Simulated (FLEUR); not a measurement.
**Energy of TiTe2 along an even scaling of the cell**

System: TiTe2 (P-3m1, 3 atoms in the cell).
Method: Kohn-Sham DFT of a periodic cell, RPBE, all-electron, no spin polarisation (FLEUR MaX-R8.1 (later development tree)).

The 5 runs differ only in the geometry, by an even scaling of the cell at fixed fractional positions. The structure derives from an entry of the Crystallography Open Database.

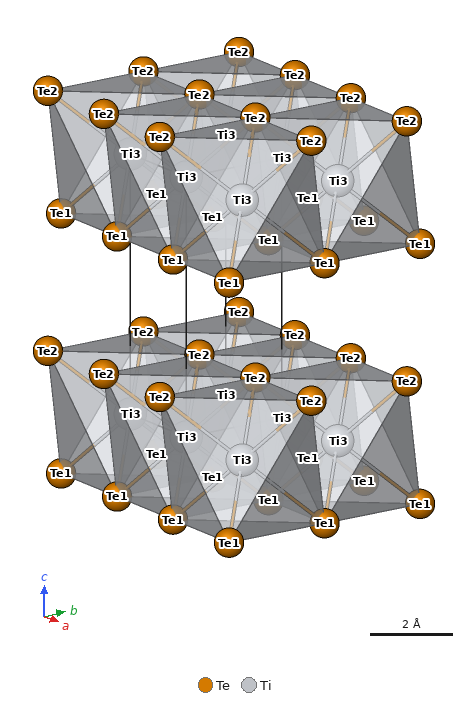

Figure 1. The structure of run 3 (polyhedral view of the cell of the calculation, repeated 2 × 1 × 1, seen slightly off an axis; polyhedra are completed across the faces of the cell; atoms are numbered from 1 in the order of the input). An atom can appear more than once, as a periodic image.

## Input of run 3
```
<?xml version="1.0" encoding="UTF-8" standalone="no"?>
<fleurInput fleurInputVersion="0.39">
   <comment>
      TiTe2                                                                                               
   </comment>
   <calculationSetup>
      <cutoffs Kmax="4.3" Gmax="13.3" GmaxXC="13.3" numbands="0"/>
      <scfLoop itmax="60" minDistance="0.00001" maxIterBroyd="15" imix="Anderson" alpha="0.05" precondParam="0.0" spinf="2.0" sdNocoIR="T"/>
      <coreElectrons ctail="T" frcor="F" kcrel="0" coretail_lmax="0"/>
      <xcFunctional name="Rpbe" relativisticCorrections="F"/>
      <magnetism jspins="1"/>
      <soc l_soc="F" theta="0.0" phi="0.0" spav="F"/>
      <expertModes spex="0" secvar="F"/>
      <geometryOptimization l_f="F" forcealpha="1.0" forcemix="BFGS" epsdisp="0.00001" epsforce="0.00001"/>
      <ldaU l_linMix="F" mixParam="0.05" spinf="1.0"/>
   </calculationSetup>
   <cell>
      <bzIntegration valenceElectrons="56.0" mode="hist" fermiSmearingEnergy="0.00183747">
         <kPointListSelection listName="default-1"/>
         <!-- k-points included here -->
         <xi:include xmlns:xi="http://www.w3.org/2001/XInclude" href="kpts.xml"> </xi:include>
      </bzIntegration>
      <!-- symmetry operations included here -->
      <xi:include xmlns:xi="http://www.w3.org/2001/XInclude" href="sym.xml"> </xi:include>
      <bulkLattice scale="1.0000000000">
         <bravaisMatrix>
            <row-1>    7.1374955726142000     0.0000000000000000     0.0000000000000000</row-1>
            <row-2>   -3.5687477863071000     6.1812524852945243     0.0000000000000000</row-2>
            <row-3>    0.0000000000000000     0.0000000000000000    12.2794403576507989</row-3>
         </bravaisMatrix>
      </bulkLattice>
   </cell>
   <atomSpecies>
      <species name="Tellurium (Te)" element="Te" atomicNumber="52">
         <mtSphere radius="2.42" gridPoints="823" logIncrement="0.016"/>
         <atomicCutoffs lmax="10" lnonsphr="10"/>
         <electronConfig flipSpins="F">
            <coreConfig>(1s1/2) (2s1/2) (2p1/2) (2p3/2) (3s1/2) (3p1/2) (3p3/2) (4s1/2) (3d3/2) (3d5/2)</coreConfig>
            <valenceConfig>(4p1/2) (4p3/2) (5s1/2) (4d3/2) (4d5/2) (5p1/2) (5p3/2)</valenceConfig>
            <stateOccupation state="(5p1/2)" spinUp="0.666667" spinDown="0.666667"/>
            <stateOccupation state="(5p3/2)" spinUp="1.333333" spinDown="1.333333"/>
         </electronConfig>
         <energyParameters s="5" p="5" d="5" f="4"/>
         <lo type="SCLO" l="1" n="4" eDeriv="0"/>
         <lo type="SCLO" l="1" n="4" eDeriv="1"/>
         <lo type="SCLO" l="2" n="4" eDeriv="0"/>
         <lo type="SCLO" l="2" n="4" eDeriv="1"/>
         <lo type="SCLO" l="0" n="5" eDeriv="2"/>
         <lo type="SCLO" l="3" n="4" eDeriv="2"/>
      </species>
      <species name="Titanium (Ti)" element="Ti" atomicNumber="22">
         <mtSphere radius="2.28" gridPoints="777" logIncrement="0.015"/>
         <atomicCutoffs lmax="9" lnonsphr="9"/>
         <electronConfig flipSpins="F">
            <coreConfig>(1s1/2) (2s1/2) (2p1/2) (2p3/2)</coreConfig>
            <valenceConfig>(3s1/2) (3p1/2) (3p3/2) (4s1/2) (3d3/2) (3d5/2)</valenceConfig>
            <stateOccupation state="(3d3/2)" spinUp="0.400000" spinDown="0.400000"/>
            <stateOccupation state="(3d5/2)" spinUp="0.600000" spinDown="0.600000"/>
         </electronConfig>
         <energyParameters s="4" p="4" d="3" f="4"/>
         <lo type="SCLO" l="0" n="3" eDeriv="0"/>
         <lo type="SCLO" l="1" n="3" eDeriv="0"/>
         <lo type="SCLO" l="1" n="3" eDeriv="1"/>
         <lo type="SCLO" l="2" n="3" eDeriv="2"/>
         <lo type="SCLO" l="3" n="4" eDeriv="2"/>
      </species>
   </atomSpecies>
   <atomGroups>
      <atomGroup species="Tellurium (Te)">
         <relPos label="                   1">1.000/3.000 -1.000/3.000 -.2628000000</relPos>
         <relPos label="                   2">-1.000/3.000 1.000/3.000 .2628000000</relPos>
         <force calculate="T" relaxXYZ="TTT"/>
      </atomGroup>
      <atomGroup species="Titanium (Ti)">
         <relPos label="                   3">.0000000000 .0000000000 .0000000000</relPos>
         <force calculate="T" relaxXYZ="TTT"/>
      </atomGroup>
   </atomGroups>
   <output dos="F" band="F" slice="F">
      <checks vchk="F" cdinf="F"/>
      <bandDOS minEnergy="-.5*Htr" maxEnergy="0.5*Htr" sigma="0.015" storeEVData="T"/>
      <vacuumDOS vacdos="F" integ="F" star="F" nstars="0" locx1="0.0" locy1="0.0" locx2="0.0" locy2="0.0" nstm="0" tworkf="0.0"/>
      <unfoldingBand unfoldBand="F" supercellX="1" supercellY="1" supercellZ="1"/>
      <plotting iplot="0" polar="F">
         <plot TwoD="T" vec1="  1.0  0.0  0.0" vec2="  0.0  1.0  0.0" vec3="  0.0  0.0  1.0" zero="  0.0  0.0  0.0" file="plot"/>
      </plotting>
      <chargeDensitySlicing numkpt="0" minEigenval="0.0" maxEigenval="0.0" nnne="0" pallst="F"/>
      <specialOutput eonly="F"/>
      <moessbauerParams electricFieldGradient="T" isomerShift="T" coreHyperfine="T" valenceHyperfine="T"/>
      <magneticCircularDichroism mcd="F" energyLo="-10.0" energyUp="0.0"/>
   </output>
  <!-- We include the file relax.xml here to enable relaxations (see documentation) -->
  <xi:include xmlns:xi="http://www.w3.org/2001/XInclude" href="relax.xml"> <xi:fallback/> </xi:include>
</fleurInput>
```

Command:
```bash
inpgen -f crystal.txt -profile fastHighL; fleur_MPI
```

Run 2 has the same physical settings and fractional positions; its lattice vectors (Å) are:
```
   3.725953    0.000000    0.000000
  -1.862977    3.226770    0.000000
   0.000000    0.000000    6.410178
```

## Results, with one run withheld

```tsv
run	volume per atom (Å³)	free energy per atom, from the lowest run given (meV)
1	25.154	60.66
2	25.689	?
3	26.760	10.13
4	27.830	0.00
5	28.365	0.70
```

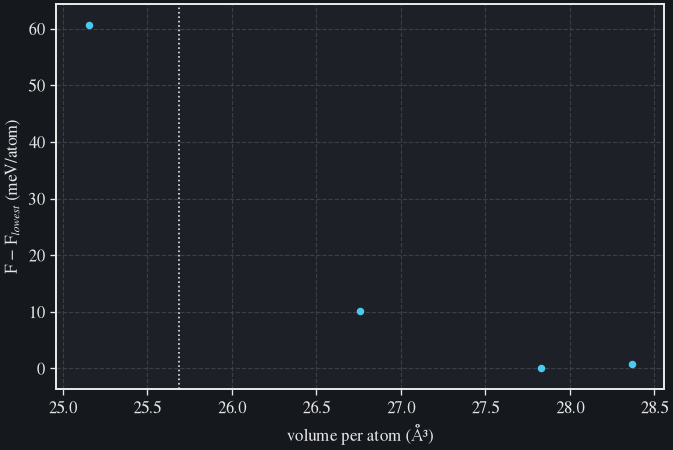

Figure 2. Free energy per atom of the runs given; the dotted line marks run 2.

Fit the runs given and predict run 2.

A quadratic polynomial in V^(−2/3) (the Birch–Murnaghan form), fitted to the 4 runs given, misses them by at most 0.01 meV per atom. With x = V^(−2/3) − 0.11117 Å⁻², it reads F = 6.7006 + 5110.1 x + 9.4979e+05 x² (meV per atom). At run 2 it gives 38.49 meV per atom, and the run itself gives 38.47. The fit has its minimum at 27.988 Å³ per atom, where V d²F/dV² gives 56.9 GPa. Cell shape and fractional positions are held, so this is the stiffness under even scaling; the relaxed bulk modulus wasn't computed and can be far lower in a crystal of layers, chains or molecules like this one.

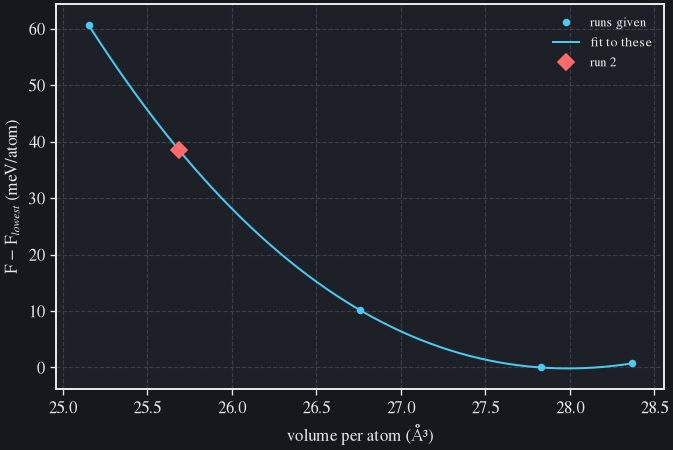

Figure 3. The fit and the withheld run.

## Output (run 2)
```
Welcome to FLEUR        (www.flapw.de)
      MaX-Release 8.1          (www.max-centre.eu)

 ========== k-point set info ==========
 Selected k-point list: default-1
 k-point list type: mesh
 8 x 8 x 4
 Number of k points: 35

 ------------Calculation Setup---------------------------
 Number of MPI-tasks      :            1
 Number of PE/node        :            1
 Number of OMP-threads    :            1
 Most efficient MPI parallelization for:
           1           5           7          35
 Additional eigenvalue parallelization possible
 Number of basis functions:          839
 Approximate size of matrices (H+S) per k-point:         0.010 GB
 --------------------------------------------------------

 Iteration:     1   Distance:       7.48341793 me/bohr^3

 Iteration:     2   Distance:       6.55178300 me/bohr^3

 Iteration:     3   Distance:       5.77198045 me/bohr^3

 Iteration:     4   Distance:       2.95152988 me/bohr^3

 Iteration:     5   Distance:       4.02751600 me/bohr^3

 Iteration:     6   Distance:       0.65590692 me/bohr^3

 Iteration:     7   Distance:       0.65284523 me/bohr^3

 Iteration:     8   Distance:       0.20319485 me/bohr^3

 Iteration:     9   Distance:       0.14702758 me/bohr^3

 Iteration:    10   Distance:       0.03429930 me/bohr^3

 Iteration:    11   Distance:       0.02456823 me/bohr^3

 Iteration:    12   Distance:       0.01516364 me/bohr^3

 Iteration:    13   Distance:       0.00810699 me/bohr^3

 Iteration:    14   Distance:       0.00087727 me/bohr^3

 Iteration:    15   Distance:       0.00063318 me/bohr^3

 Iteration:    16   Distance:       0.00036819 me/bohr^3

 Iteration:    17   Distance:       0.00014956 me/bohr^3

 Iteration:    18   Distance:       0.00005007 me/bohr^3

 Iteration:    19   Distance:       0.00002282 me/bohr^3

 Iteration:    20   Distance:       0.00001303 me/bohr^3

 Iteration:    21   Distance:       0.00000750 me/bohr^3

 ********************************************************************
 Run finished successfully
 Stop message:
   all done
 ********************************************************************
```
